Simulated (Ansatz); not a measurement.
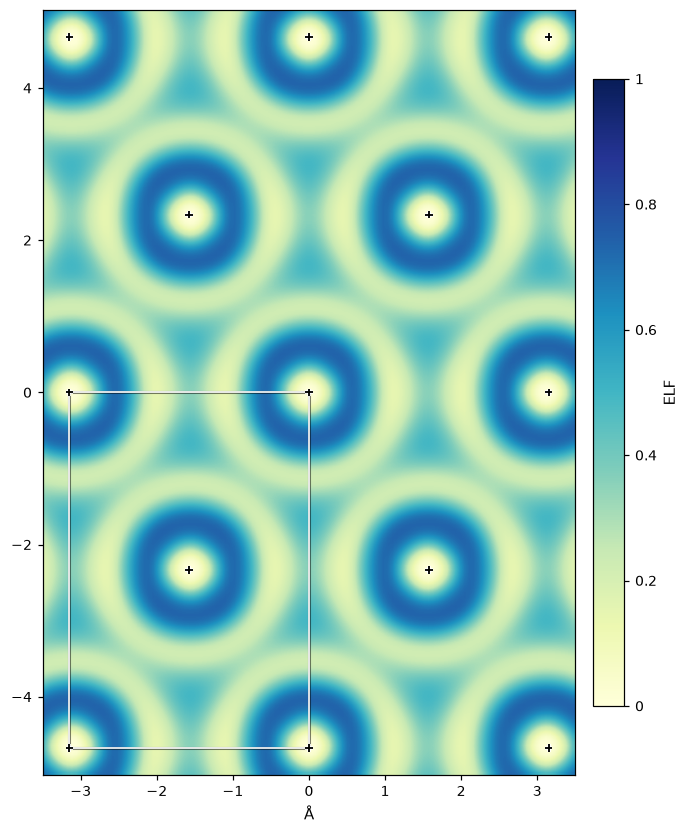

The ELF on a plane through atoms (crosses mark nuclei in the plane).

The calculation used Ansatz 0.2.0, DFT PBEsol, scalar-relativistic, plane waves, PAW.

Candidates:
A. Ta, a = 3.15 Å, b = 3.15 Å, c = 3.46 Å, α = 90.00°, β = 90.00°, γ = 90.00°. Space group I4/mmm; a structure from a database of computed crystals, not necessarily the ambient phase; changed on purpose from its base cell (biaxial strain in the a-b plane, c and atoms relaxed: -4.0 %); computed pressure about 8 GPa in this cell.
B. TiCo3, a = 3.53 Å, b = 3.53 Å, c = 3.53 Å, α = 90.00°, β = 90.00°, γ = 90.00°. Space group Pm-3m; spin-polarised.

Q: Which system is this?

A: Candidate A: Ta on the (101) plane of the conventional cell, which holds Ta. Ta–Ta (2.82 Å): the ELF is about 0.30 at the midpoint; no shared electron pair shows on this line. Ta–Ta (3.15 Å): the ELF is about 0.35 at the midpoint.
